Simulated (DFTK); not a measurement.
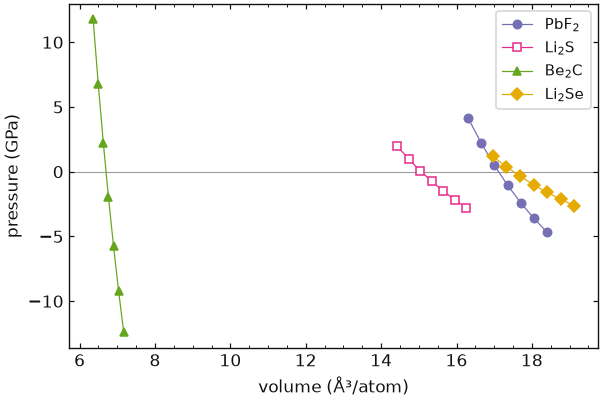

The picture above shows the pressure against volume, with one curve for each compound, for Be₂C, Li₂S, Li₂Se and PbF₂ (all in space group Fm-3m (No. 225)).

Method: plane-wave DFT, no spin polarisation; energies at scaled volumes of the given cell, shape and fractions fixed, counted from the fit's minimum, third-order Birch-Murnaghan fit (DFTK 0.8.2). Level: PBEsol.

```tsv
setting	value
occupations	Fermi–Dirac
smearing width	0.05 eV
potentials	dojo.nc.sr.pbesol.v0_4_1.standard
```

Settings that differ: PbF2: wave cutoff 1140 eV, k mesh 8×8×8; Li2S: wave cutoff 1010 eV, k mesh 8×8×8; Be2C: wave cutoff 1200 eV, k mesh 11×11×11; Li2Se: wave cutoff 1170 eV, k mesh 8×8×8.

### Order the curves by fitted equilibrium volume, smallest first.

Be₂C 6.702, Li₂S 15.070, PbF₂ 17.115, Li₂Se 17.510 Å³/atom.

### Order the curves by fitted bulk modulus, smallest first.

Li₂Se 35.2, Li₂S 42.2, PbF₂ 76.6, Be₂C 205.7 GPa.

Caveats: spin-orbit coupling left out, heavy elements (PbF2).
